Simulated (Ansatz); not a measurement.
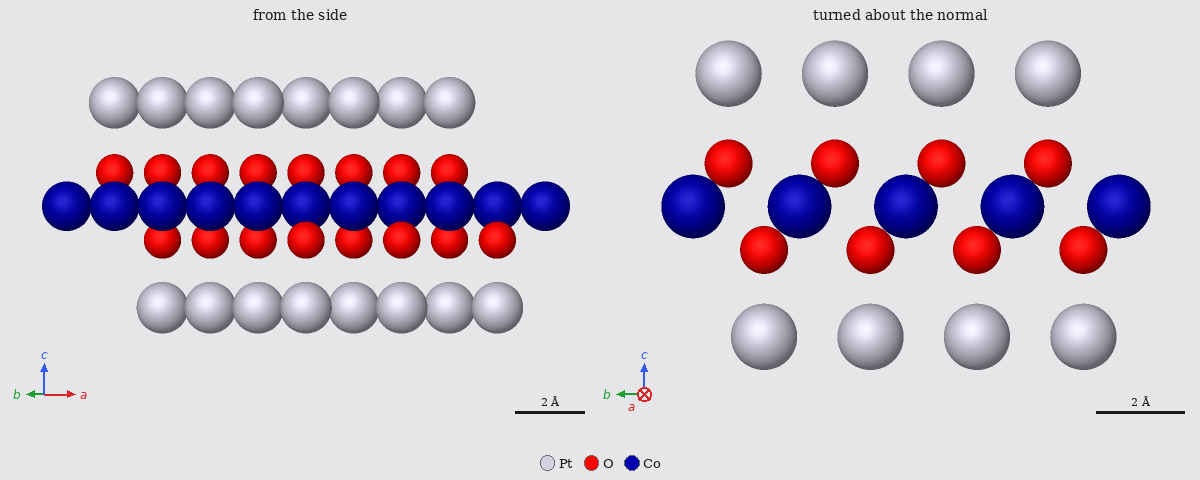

A spheres-only picture of a periodic slab, seen from the side and turned about the normal. The surface normal points up in side views; the vacuum is left out. 3×4 cells are drawn in the plane, with atoms at the edges repeated.

The cell holds 1 Co, 2 Pt, 2 O. The slab was cut from bulk CoPtO2 (R-3m).

Give the termination of both faces.

Answer. The top face ends in Pt, the bottom face in Pt. The two faces are alike.

What is the thickness of the slab?

Answer. About 6 Å from the lowest to the highest atom.

Count the planes and say what each contains, starting at the top.

Answer. Five planes: Pt / O / Co / O / Pt.

What facet is shown?

Answer. (0 0 1).

The initial geometry was a structure listed in the Materials Project, from which a slab was cut. The atoms were relaxed in a fixed cell with Ansatz, DFT PBEsol, scalar-relativistic, plane waves, PAW, but for two held in place.

At this level of theory the run's own cell isn't at rest (forces up to 0.6 eV/Å), so its distances can differ from those at equilibrium, the more so the softer the solid.
